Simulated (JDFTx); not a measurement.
# Energy of Ni along an even scaling of the cell

System: Ni (1 atom in the cell).
Method: Kohn-Sham DFT of a periodic cell, PBEsol, PseudoDojo-SR-PBEsol-0.4.1-standard, spin-polarised (JDFTx 1.7.0 (patched build)).

The 7 runs differ only in the geometry, by an even scaling of the cell at fixed fractional positions. The structure derives from a Materials Project entry.

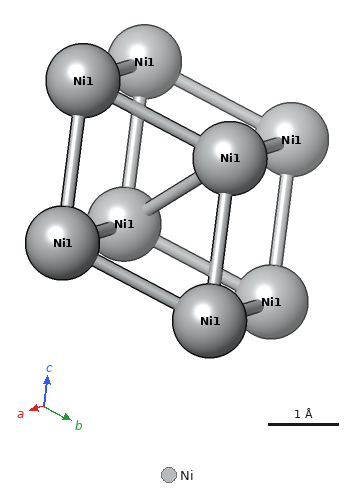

Figure 1. The structure of run 4 (ball-and-stick view of the cell of the calculation, seen slightly off an axis; atoms are numbered from 1 in the order of the input). An atom can appear more than once, as a periodic image.

## Input of run 4
```
lattice \
   -2.6148432727     2.6148432727     2.6148432727 \
    2.6148432727    -2.6148432727     2.6148432727 \
    2.6148432727     2.6148432727    -2.6148432727
coords-type Lattice
ion Ni     0.0000000000     0.0000000000     0.0000000000 1

ion-species pseudo/Ni.upf
elec-cutoff 49
elec-ex-corr gga-PBEsol
kpoint-folding 13 13 13
elec-smearing Fermi 0.0018374661
elec-n-bands 15
spintype z-spin
initial-magnetic-moments Ni 1
elec-initial-magnetization 1 no
electronic-SCF nIterations 100 energyDiffThreshold 1e-09
electronic-minimize nIterations 30 energyDiffThreshold 1e-7
forces-output-coords Cartesian

dump-name run.$VAR
dump End Ecomponents EigStats BandEigs Kpoints Forces Stress
```

Command:
```bash
jdftx -c 1 -i Ni.in -o Ni.out
```

Lattice vectors (Å) and fractional positions of run 4:
```
  -1.383715    1.383715    1.383715
   1.383715   -1.383715    1.383715
   1.383715    1.383715   -1.383715
Ni  0.000000  0.000000  0.000000
```

Run 3 differs from it as follows:
```diff
-   -2.6148432727     2.6148432727     2.6148432727 \
-    2.6148432727    -2.6148432727     2.6148432727 \
-    2.6148432727     2.6148432727    -2.6148432727
+   -2.5972934603     2.5972934603     2.5972934603 \
+    2.5972934603    -2.5972934603     2.5972934603 \
+    2.5972934603     2.5972934603    -2.5972934603
```

## Results, with one run withheld

| run | volume per atom (Å³) | free energy per atom, from the lowest run given (meV) | pressure (GPa) |
| --- | --- | --- | --- |
| 1 | 9.962 | 18.75 | 12.65 |
| 2 | 10.174 | 5.80 | 7.02 |
| 3 | 10.385 | ? | ? |
| 4 | 10.597 | 0.00 | −2.43 |
| 5 | 10.809 | 5.81 | −6.35 |
| 6 | 11.021 | 16.54 | −9.84 |
| 7 | 11.233 | 31.61 | −12.91 |

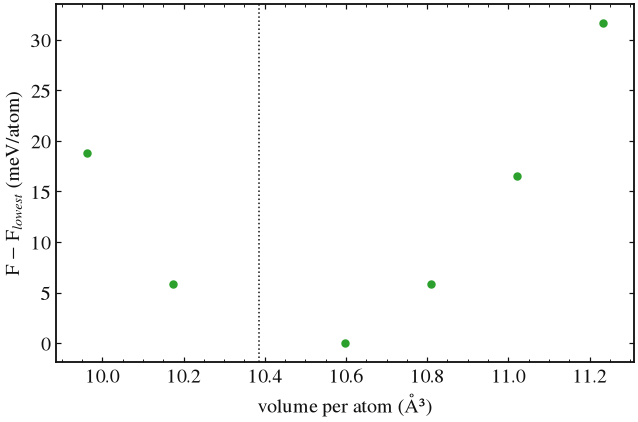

Figure 2. Free energy per atom of the runs given; the dotted line marks run 3.

Estimate the energy of run 3 from the others.

A cubic polynomial in V^(−2/3) (the Birch–Murnaghan form), fitted to the 6 runs given, misses them by at most 0.03 meV per atom. With x = V^(−2/3) − 0.20702 Å⁻², it reads F = 0.34114 − 1310.9 x + 3.6889e+05 x² + 6.8036e+05 x³ (meV per atom). At run 3 it gives −0.19 meV per atom, and the run itself gives −0.21. The slope of the fit gives a pressure −dF/dV of 2.10 GPa there, and the run prints 2.05 GPa. The fit has its minimum at 10.482 Å³ per atom, where V d²F/dV² gives 221 GPa: the bulk modulus at this level, since symmetry fixes the shape and the positions.

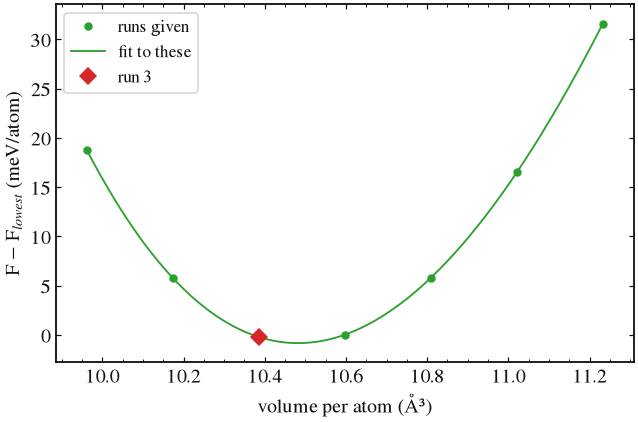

Figure 3. The fit and the withheld run.

## Some lines of the output (run 3)
```
[...]
unit cell volume = 70.0847
     Etot =     -164.0774209578463001
        F =     -164.0779711679932689
	HOMO-LUMO gap: +0.001102
	Optical gap  : +0.004185 at state 165 ( [ +0.384615 +0.461538 -0.461538 ] spin -1 )
```
